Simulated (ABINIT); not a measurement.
Geometry relaxation of Pb (part 1 of 2)

Pb (Fm-3m, 1 atom in the cell), computed with Kohn-Sham DFT of a periodic cell, LDA, PseudoDojo NC SR LDA v0.4.1 standard, no spin polarisation (ABINIT 10.8.3).

The structure derives from an entry of the Crystallography Open Database.

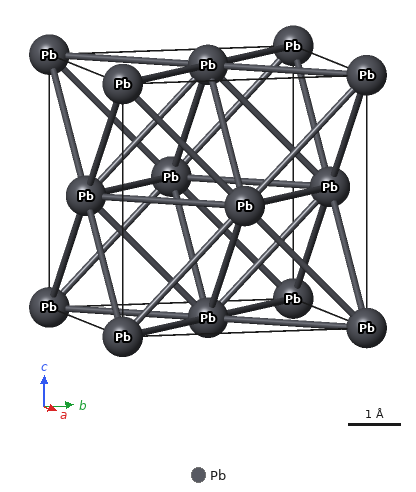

The input geometry (ball-and-stick view of the cell 4 times as large as that of the calculation, set on its symmetry axes, seen slightly off an axis). An atom can appear more than once, as a periodic image. Near neighbours in the periodic cell (some may lie outside the picture): Pb has 12 Pb at 3.50 Å.

### Input file
```
# Pseudopotentials
pp_dirpath "./"
pseudos "Pb.upf"

# Structure
acell 6.6144323282 6.6144323282 6.6144323282
rprim
     0.0000000000     0.7071067812     0.7071067812
     0.7071067812     0.0000000000     0.7071067812
     0.7071067812     0.7071067812     0.0000000000
ntypat 1
znucl 82
natom 1
typat 1
chkprim 0
chksymtnons 0
tolsym 1.0e-6
xred
            0.0            0.0            0.0

# Plane-wave basis
ecut 28.0
ecutsm 0.5

# k points
kptopt 1
ngkpt 7 7 7
nshiftk 1
shiftk 0.0 0.0 0.0

# Exchange and correlation
ixc 7

# Bands and occupations
nband 11
occopt 3
tsmear 0.00183747

# SCF cycle
nstep 80
tolvrs 1.0e-12

# Output
iomode 3
prteig 0
prtebands 0
prtwf 0
prtden 0

# Relaxation
ionmov 2
optcell 2
ntime 50
tolmxf 2.0e-5
dilatmx 1.08
```

Command:
```bash
mpirun --bind-to none -np 4 abinit run.abi > log 2>&1
```

### Output
```
.Version 10.8.3 of ABINIT
 Symmetries : space group Fm -3 m (#225); Bravais cF (face-center cubic)
================================================================================
 Values of the parameters that define the memory need of the present run
     intxc =       0    ionmov =       2      iscf =       7    lmnmax =       6
     lnmax =       6     mgfft =      36  mpssoang =       3    mqgrid =    3001
     natom =       1  nloc_mem =       1    nspden =       1   nspinor =       1
    nsppol =       1      nsym =      48    n1xccc =    2501    ntypat =       1
    occopt =       3   xclevel =       1
       mpw =        1841          nfft =       46656          nkpt =          20
================================================================================
================================================================================

--------------------------------------------------------------------------------
------------- Echo of variables that govern the present computation ------------
--------------------------------------------------------------------------------
 -outvars: echo values of preprocessed input variables --------
            acell      6.6144323282E+00  6.6144323282E+00  6.6144323282E+00 Bohr
              amu      2.07200000E+02
          chkprim           0
      chksymtnons           0
          dilatmx      1.08000000E+00
             ecut      2.80000000E+01 Hartree
           ecutsm      5.00000000E-01 Hartree
           ionmov           2
              ixc           7
         kptrlatt        7    0    0      0    7    0      0    0    7
          kptrlen      4.63010263E+01
            natom           1
            nband          11
            ngfft          36      36      36
             nkpt          20
            nstep          80
             nsym          48
            ntime          50
           ntypat           1
           occopt           3
          optcell           2
           prtden           0
        prtebands           0
           prteig           0
            prtwf           0
            rprim      0.0000000000E+00  7.0710678120E-01  7.0710678120E-01
                       7.0710678120E-01  0.0000000000E+00  7.0710678120E-01
                       7.0710678120E-01  7.0710678120E-01  0.0000000000E+00
          spgroup         225
           tolmxf      2.00000000E-05
           tolsym      1.00000000E-06
           tolvrs      1.00000000E-12
           tsmear      1.83747000E-03 Hartree
            typat      1
            znucl       82.00000

================================================================================

 chkinp: Checking input parameters for consistency.

================================================================================
== DATASET  1 ==================================================================

--- !DatasetInfo
iteration_state: {dtset: 1, }
dimensions: {natom: 1, nkpt: 20, mband: 11, nsppol: 1, nspinor: 1, nspden: 1, mpw: 1841, }
cutoff_energies: {ecut:  28.0, pawecutdg:  -1.0, }
electrons: {nelect:   1.40000000E+01, charge:   0.00000000E+00, occopt:   3.00000000E+00, tsmear:   1.83747000E-03, }
meta: {optdriver: 0, ionmov: 2, optcell: 2, iscf: 7, paral_kgb: 0, }
...

 Exchange-correlation functional for the present dataset will be:
  LDA: Perdew-Wang 92 LSD fit to Ceperley-Alder data - ixc=7
  J.P.Perdew and Y.Wang, PRB 45, 13244 (1992)

 Real(R)+Recip(G) space primitive vectors, cartesian coordinates (Bohr,Bohr^-1):
 R(1)=  0.0000000  4.6771100  4.6771100  G(1)= -0.1069036  0.1069036  0.1069036
 R(2)=  4.6771100  0.0000000  4.6771100  G(2)=  0.1069036 -0.1069036  0.1069036
 R(3)=  4.6771100  4.6771100  0.0000000  G(3)=  0.1069036  0.1069036 -0.1069036
 Unit cell volume ucvol=  2.0462690E+02 bohr^3
 Angles (23,13,12)=  6.00000000E+01  6.00000000E+01  6.00000000E+01 degrees

 getcut: wavevector=  0.0000  0.0000  0.0000  ngfft=  36  36  36
         ecut(hartree)=     32.659   => boxcut(ratio)=   2.11564

--- Pseudopotential description ------------------------------------------------
- pspini: atom type   1  psp file is ./Pb.upf
  82.00000  14.00000  180309                  znucl, zion, pspdat
12 -1012 2 -1 1638                            pspcod,pspxc,lmax,lloc,mmax
     nproj     2     2     2

   6.17979109E+02                                ecore*ucvol(ha*bohr**3)
--------------------------------------------------------------------------------

================================================================================

=== [ionmov= 2] Broyden-Fletcher-Goldfarb-Shanno method (forces)
================================================================================

--- Iteration: ( 1/50) Internal Cycle: (1/1)
--------------------------------------------------------------------------------

---SELF-CONSISTENT-FIELD CONVERGENCE--------------------------------------------

--- !BeginCycle
iteration_state: {dtset: 1, itime: 1, icycle: 1, }
solver: {iscf: 7, nstep: 80, nline: 4, wfoptalg: 0, }
tolerances: {tolvrs: 1.00E-12, }
...

     iter   Etot(hartree)      deltaE(h)  residm     vres2
 ETOT  1  -70.226791321396    -7.023E+01 1.155E-01 6.851E-01
 ETOT  2  -70.261751505785    -3.496E-02 1.941E-02 6.392E-01
 ETOT  3  -70.261846180025    -9.467E-05 1.235E-03 4.337E-02
 ETOT  4  -70.261848887957    -2.708E-06 5.606E-04 1.145E-02
 ETOT  5  -70.261850956165    -2.068E-06 8.267E-05 4.199E-04
 ETOT  6  -70.261851025543    -6.938E-08 2.921E-05 1.321E-05
 ETOT  7  -70.261851027819    -2.276E-09 2.024E-05 9.696E-08
 ETOT  8  -70.261851027835    -1.576E-11 6.826E-06 3.343E-09
 ETOT  9  -70.261851027832     2.387E-12 4.913E-06 6.419E-12
 ETOT 10  -70.261851027832    -4.263E-14 1.621E-06 1.429E-15

 At SCF step   10       vres2   =  1.43E-15 < tolvrs=  1.00E-12 =>converged.

 Cartesian components of stress tensor (hartree/bohr^3)
  sigma(1 1)=  5.27804330E-05  sigma(3 2)=  0.00000000E+00
  sigma(2 2)=  5.27804330E-05  sigma(3 1)=  0.00000000E+00
  sigma(3 3)=  5.27804330E-05  sigma(2 1)=  0.00000000E+00

--- !ResultsGS
iteration_state: {dtset: 1, itime: 1, icycle: 1, }
comment   : Summary of ground state results
lattice_vectors:
- [  0.0000000,   4.6771100,   4.6771100, ]
- [  4.6771100,   0.0000000,   4.6771100, ]
- [  4.6771100,   4.6771100,   0.0000000, ]
lattice_lengths: [   6.61443,    6.61443,    6.61443, ]
lattice_angles: [ 60.000,  60.000,  60.000, ] # degrees, (23, 13, 12)
lattice_volume:   2.0462690E+02
convergence: {deltae: -4.263E-14, res2:  1.429E-15, residm:  1.621E-06, diffor: null, }
etotal    :  -7.02618510E+01
entropy   :   0.00000000E+00
fermie    :   1.86970236E-01
cartesian_stress_tensor: # hartree/bohr^3
- [  5.27804330E-05,   0.00000000E+00,   0.00000000E+00, ]
- [  0.00000000E+00,   5.27804330E-05,   0.00000000E+00, ]
- [  0.00000000E+00,   0.00000000E+00,   5.27804330E-05, ]
pressure_GPa:  -1.5529E+00
xred      :
- [  0.0000E+00,   0.0000E+00,   0.0000E+00, Pb]
cartesian_forces: # hartree/bohr
- [ -0.00000000E+00,  -0.00000000E+00,  -0.00000000E+00, ]
force_length_stats: {min:   0.00000000E+00, max:   0.00000000E+00, mean:   0.00000000E+00, }
...

 Integrated electronic density in atomic spheres:
 ------------------------------------------------
 Atom  Sphere_radius  Integrated_density
    1        2.00000         10.08297588

---OUTPUT-----------------------------------------------------------------------

 Cartesian coordinates (xcart) [bohr]
  0.00000000000000E+00  0.00000000000000E+00  0.00000000000000E+00
 Reduced coordinates (xred)
  0.00000000000000E+00  0.00000000000000E+00  0.00000000000000E+00
 Cartesian forces (fcart) [Ha/bohr]; max,rms= 0.00000E+00 0.00000E+00 (free atoms)
 -0.00000000000000E+00 -0.00000000000000E+00 -0.00000000000000E+00
 Gradient of E wrt nuclear positions in reduced coordinates (gred)
  0.00000000000000E+00  0.00000000000000E+00  0.00000000000000E+00
 Scale of Primitive Cell (acell) [bohr]
  6.61443232820000E+00  6.61443232820000E+00  6.61443232820000E+00
 Real space primitive translations (rprimd) [bohr]
  0.00000000000000E+00  4.67710995305872E+00  4.67710995305872E+00
  4.67710995305872E+00  0.00000000000000E+00  4.67710995305872E+00
  4.67710995305872E+00  4.67710995305872E+00  0.00000000000000E+00
 Unitary Cell Volume (ucvol) [Bohr^3]=  2.04626904701550E+02
 Angles (23,13,12)= [degrees]
  6.00000000000000E+01  6.00000000000000E+01  6.00000000000000E+01
 Lengths [Bohr]
  6.61443232832584E+00  6.61443232832584E+00  6.61443232832584E+00
 Stress tensor in cartesian coordinates (strten) [Ha/bohr^3]
  5.27804330030072E-05  0.00000000000000E+00  0.00000000000000E+00
  0.00000000000000E+00  5.27804330029968E-05  0.00000000000000E+00
  0.00000000000000E+00  0.00000000000000E+00  5.27804330029951E-05
 Total energy (etotal) [Ha]= -7.02618510278323E+01

--- Iteration: ( 2/50) Internal Cycle: (1/1)
--------------------------------------------------------------------------------

---SELF-CONSISTENT-FIELD CONVERGENCE--------------------------------------------

--- !BeginCycle
iteration_state: {dtset: 1, itime: 2, icycle: 1, }
solver: {iscf: 7, nstep: 80, nline: 4, wfoptalg: 0, }
tolerances: {tolvrs: 1.00E-12, }
...

     iter   Etot(hartree)      deltaE(h)  residm     vres2
 ETOT  1  -70.261813343687    -7.026E+01 5.430E-06 7.645E-01
 ETOT  2  -70.261895184453    -8.184E-05 1.810E-06 1.430E-02
 ETOT  3  -70.261898358708    -3.174E-06 2.579E-07 3.072E-03
 ETOT  4  -70.261898726306    -3.676E-07 5.312E-07 2.546E-05
 ETOT  5  -70.261898728133    -1.827E-09 1.370E-08 4.336E-07
 ETOT  6  -70.261898728163    -2.944E-11 2.170E-08 2.064E-09
 ETOT  7  -70.261898728165    -2.018E-12 6.747E-10 1.299E-11
 ETOT  8  -70.261898728164     9.805E-13 1.448E-09 4.863E-14

 At SCF step    8       vres2   =  4.86E-14 < tolvrs=  1.00E-12 =>converged.

 Cartesian components of stress tensor (hartree/bohr^3)
  sigma(1 1)=  4.54889207E-05  sigma(3 2)=  0.00000000E+00
  sigma(2 2)=  4.54889207E-05  sigma(3 1)=  0.00000000E+00
  sigma(3 3)=  4.54889207E-05  sigma(2 1)=  0.00000000E+00

--- !ResultsGS
iteration_state: {dtset: 1, itime: 2, icycle: 1, }
comment   : Summary of ground state results
lattice_vectors:
- [  0.0000000,   4.6697042,   4.6697042, ]
- [  4.6697042,   0.0000000,   4.6697042, ]
- [  4.6697042,   4.6697042,   0.0000000, ]
lattice_lengths: [   6.60396,    6.60396,    6.60396, ]
lattice_angles: [ 60.000,  60.000,  60.000, ] # degrees, (23, 13, 12)
lattice_volume:   2.0365642E+02
convergence: {deltae:  9.805E-13, res2:  4.863E-14, residm:  1.448E-09, diffor: null, }
etotal    :  -7.02618987E+01
entropy   :   0.00000000E+00
fermie    :   1.88710973E-01
cartesian_stress_tensor: # hartree/bohr^3
- [  4.54889207E-05,   0.00000000E+00,   0.00000000E+00, ]
- [  0.00000000E+00,   4.54889207E-05,   0.00000000E+00, ]
- [  0.00000000E+00,   0.00000000E+00,   4.54889207E-05, ]
pressure_GPa:  -1.3383E+00
xred      :
- [  0.0000E+00,   0.0000E+00,   0.0000E+00, Pb]
cartesian_forces: # hartree/bohr
- [ -0.00000000E+00,  -0.00000000E+00,  -0.00000000E+00, ]
force_length_stats: {min:   0.00000000E+00, max:   0.00000000E+00, mean:   0.00000000E+00, }
...

 Integrated electronic density in atomic spheres:
 ------------------------------------------------
 Atom  Sphere_radius  Integrated_density
    1        2.00000         10.07090403

---OUTPUT-----------------------------------------------------------------------
```
